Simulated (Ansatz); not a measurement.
**C: 6 runs along one coordinate**

System: C (2 atoms in the cell).
Method: Kohn-Sham DFT of a periodic cell, HSE06, Ansatz PAW, no spin polarisation (Ansatz 0.2.0).

The 6 runs differ only in the geometry, by an even scaling of the cell at fixed fractional positions. The structure derives from a Materials Project entry.

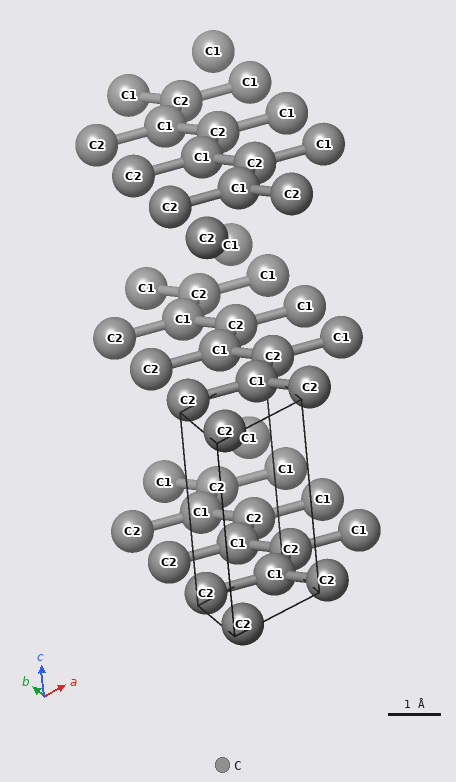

Figure 1. The structure of run 4 (ball-and-stick view of the reduced cell, repeated 2 × 4 × 2, seen slightly off an axis; atoms are numbered from 1 in the order of the input). An atom can appear more than once, as a periodic image.

**Input of run 4**
```yaml
crystal:
  lattice:
    - [2.1414089317, -1.2364169979, 0.0]
    - [2.1414089317, 1.2364169979, 0.0]
    - [-1.3882028085, 0.0, 3.5260283048]
  atoms:
    - { symbol: C, position: [0.16664447, 0.16664447, 0.99990696] }
    - { symbol: C, position: [0.83335553, 0.83335553, 9.304e-05] }
hamiltonian:
  xc: hse06
  pseudopotentials: { kind: paw }
kpoints:
  mp_grid: { grid: [8, 8, 4] }
scf:
  occupations: { method: fermi_dirac, width: 0.05 }
output:
  forces: true
  stress: true
  eigenvalues: true
```

Run 2 differs from it as follows:
```diff
-    - [2.1414089317, -1.2364169979, 0.0]
-    - [2.1414089317, 1.2364169979, 0.0]
-    - [-1.3882028085, 0.0, 3.5260283048]
+    - [2.1130425595, -1.2200386853, 0.0]
+    - [2.1130425595, 1.2200386853, 0.0]
+    - [-1.3698138511, 0.0, 3.4793204435]
```

**Results, with one run withheld**

```csv
run,volume per atom (Å³),"free energy per atom, from the lowest run given (meV)",pressure (GPa),gap on the mesh (eV)
1,8.787,9.14,10.22,2.12
2,8.970,?,?,?
3,9.153,0.00,−1.88,2.07
4,9.336,5.21,−7.16,2.04
5,9.519,16.19,−11.98,2.02
6,9.702,32.41,−16.37,2.00
```

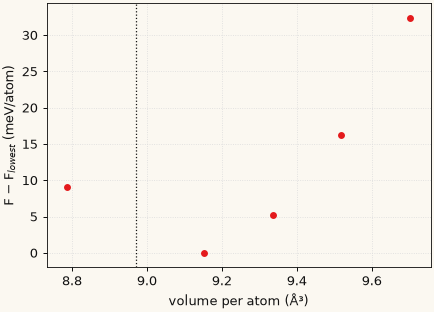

Figure 2. Free energy per atom of the runs given; the dotted line marks run 2.

Fit the runs given and predict run 2.

A cubic polynomial in V^(−2/3) (the Birch–Murnaghan form), fitted to the 5 runs given, misses them by under 0.01 meV per atom. With x = V^(−2/3) − 0.22628 Å⁻², it reads F = 3.3515 − 2264.9 x + 3.4598e+05 x² − 2.8155e+05 x³ (meV per atom). At run 2 it gives 1.10 meV per atom, and the run itself gives 1.13. The slope of the fit gives a pressure −dF/dV of 3.91 GPa there, and the run prints 3.90 GPa. The fit has its minimum at 9.092 Å³ per atom, where V d²F/dV² gives 283 GPa. Cell shape and fractional positions are held, so this is the stiffness under even scaling; the relaxed bulk modulus wasn't computed. The gap on the mesh goes, without turning, from 2.12 eV in run 1 to 2.00 eV in run 6; run 2 has 2.09 eV. These are gaps of this functional on this mesh, which can miss the band edges; they aren't the measured gap.

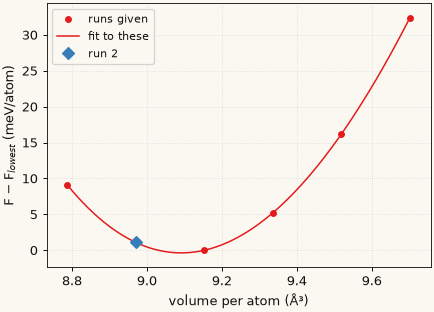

Figure 3. The fit and the withheld run.

**Output, shortened to warnings, some set-up lines, iterations and results (run 2)**
```
Warning: output.stress: scf.convergence.dr2_threshold = 1e-7 eV (the SCF's general default) is looser than the 2e-10 eV advised for a printed stress (1e-10 eV for each atom of the cell: 2). What an SCF threshold leaves in a stress goes as its square root, and in the free energy as the threshold itself, and one threshold admits the most on a small cell: of the crystals measured, under no hybrid …
Warning: output.stress: scf.exx.energy_threshold = 1e-6 eV is looser than the 2e-8 eV advised for a stress under a hybrid functional (1e-8 eV for each atom of the cell: 2). Every SCF of the exchange loop can meet its threshold on dr2 while the loop round them stops early: no threshold on dr2 bounds what that leaves in the stress. Set scf.exx.energy_threshold to 2e-8 eV or tighter. The threshold …
Basis set: ecut = 420 eV, 359 PW (Γ), exchange–correlation on 36×36×50 points (8 copies of the dense FFT grid, shifted against one another)
Symmetry: 4 space group operations
k-points: 78 of 256
Initial density: superposition of atomic densities (neutral atoms: chi_scale 0, normalization atom), corrected by the library's trained network
[...]
SCF iter   1: F=—  HF=-501.852492 eV  |F-HF|=—  |Δ(HF+E_count)|=         —  Δρ=2.41e-3  dr2=1.14e-3  ethr=1.77e-3  ⟨swp⟩=7.3  Hψ=3027  notcnv=0
SCF iter   2: F=-501.852593 eV  HF=-501.852484 eV  |F-HF|=1.09e-4  |Δ(HF+E_count)|=   7.72e-6  Δρ=9.38e-4  dr2=9.18e-5  ethr=1.14e-6  ⟨swp⟩=2.1  Hψ=2233  notcnv=0
SCF 1 stopped early in 2 iterations: F = -501.852593 eV  dr2 = 9.18e-5
SCF iter   1: F=—  HF=-501.882119 eV  |F-HF|=—  |Δ(HF+E_count)|=         —  Δρ=8.24e-3  dr2=5.71e-3  ethr=1.15e-5  ⟨swp⟩=6.0  Hψ=2832  notcnv=0
SCF iter   2: F=—  HF=-501.879992 eV  |F-HF|=—  |Δ(HF+E_count)|=   2.13e-3  Δρ=3.35e-3  dr2=7.20e-4  ethr=1.15e-5  ⟨swp⟩=3.0  Hψ=1708  notcnv=0
SCF iter   3: F=—  HF=-501.881321 eV  |F-HF|=—  |Δ(HF+E_count)|=   1.33e-3  Δρ=9.09e-4  dr2=4.85e-5  ethr=8.08e-6  ⟨swp⟩=3.2  Hψ=1084  notcnv=0
SCF iter   4: F=—  HF=-501.881304 eV  |F-HF|=—  |Δ(HF+E_count)|=   1.76e-5  Δρ=1.57e-4  dr2=2.15e-6  ethr=5.85e-7  ⟨swp⟩=2.3  Hψ=980  notcnv=0
SCF iter   5: F=-501.881313 eV  HF=-501.881314 eV  |F-HF|=1.54e-7  |Δ(HF+E_count)|=   9.78e-6  Δρ=5.36e-5  dr2=2.90e-7  ethr=1.53e-8  ⟨swp⟩=4.1  Hψ=1871  notcnv=0  defer=1
SCF 2 stopped early in 5 iterations: F = -501.881313 eV  dr2 = 2.90e-7
SCF iter   1: F=—  HF=-501.881384 eV  |F-HF|=—  |Δ(HF+E_count)|=         —  Δρ=6.14e-5  dr2=3.12e-7  ethr=5.47e-7  ⟨swp⟩=3.4  Hψ=1489  notcnv=0
SCF iter   2: F=—  HF=-501.881384 eV  |F-HF|=—  |Δ(HF+E_count)|=   7.21e-8  Δρ=1.32e-5  dr2=1.19e-8  ethr=3.31e-9  ⟨swp⟩=3.0  Hψ=1139  notcnv=0
SCF iter   3: F=-501.881384 eV  HF=-501.881384 eV  |F-HF|=1.95e-9  |Δ(HF+E_count)|=   7.62e-8  Δρ=5.35e-6  dr2=2.94e-9  ethr=7.17e-11  ⟨swp⟩=4.3  Hψ=1798  notcnv=0  defer=4
SCF 3 converged in 3 iterations: F = -501.881384 eV  dr2 = 2.94e-9
  Residual-converged pass: ⟨swp⟩=3.2  Hψ=1179  notcnv=0  max |occ|·‖R‖ = 4.3e-7 eV (tolerance 4.4e-7 eV)  dr2=2.93e-9  dr2_onsite=1.10e-10  max |Δocc| = 2.1e-20
hybrid outer 2: dexx = +1.322e-7 eV, tail = 9.68e-9 eV, Δε = 2.56e-3 eV (about 8.71e-5 eV left of the loop's levels), ΔF = 1.20e-4 eV/Å (tail 2.93e-4)
hybrid SCF converged: 2 outer / 8 inner (+2 warm-up), last move |dexx| = 1.32e-7 eV, tail = 9.68e-9 eV
Stability not checked: this state was not tested for a lower state beside it, because the functional holds exact exchange (a hybrid, or Hartree-Fock), whose exchange loop this test does not read (fock_operator; see scf.lower_state_search)
Free energy (F): -501.881384 eV
Frozen-core exchange: fock
Harris-Foulkes:  -501.881384 eV  (|F-HF|=1.95e-9)
Internal energy: -501.881384 eV  (E = F + TS)
E sigma→0 (E₀):  -501.881384 eV
Fermi energy:    6.836147 eV
--- Per-component energies (eV) ---
  E_band       = -31.550921
  E_kinetic    = 182.978819
  E_local      = -327.645548  (includes V_loc(G=0)·N_el)
  E_nonlocal   = 54.053137
  E_hartree    = 101.766516
  E_xc         = -78.026881
  E_vxc        = -95.667629  (∫ρ·V_xc dr)
  E_exx        = -18.105229  (= α·E_x^exact, valence–valence)
  E_paw        = -199.010918  (= ΣΔE_a)
  E_vpaw       = -12.592952  (= ΣTr[D̂ρ^β])
  E_aug_tail   = 0.000016  (compensation charges beyond the density's cutoff)
  E_ewald      = -217.856860
  E_core_change = -0.034436  (= ΣΔE_core)
  E_smearing   = -0.000000  (= −TS)
  E_closure    = 0.000000  (closes the sum)
  Σ components = -501.881384   (vs F -501.881384, Δ=-5.68e-14)
--- Forces (eV/Å), atoms counted from 1 ---
  atom   1  C     -0.00421271     0.00000000     0.00612761
  atom   2  C      0.00421271    -0.00000000    -0.00612761
  max |Σ_I F_I| component: 8.67e-19 eV/Å
--- Stress (GPa, compression-positive) ---
        4.969665      -0.000000      -0.038132
       -0.000000       4.921019       0.000000
       -0.038132       0.000000       1.810419
  P = ⅓ Tr σ = 3.9004 GPa (39.004 kbar)
```

Warnings of the run: the exchange loop's threshold is looser than advised for the stress; the SCF threshold is looser than advised for the printed stress.
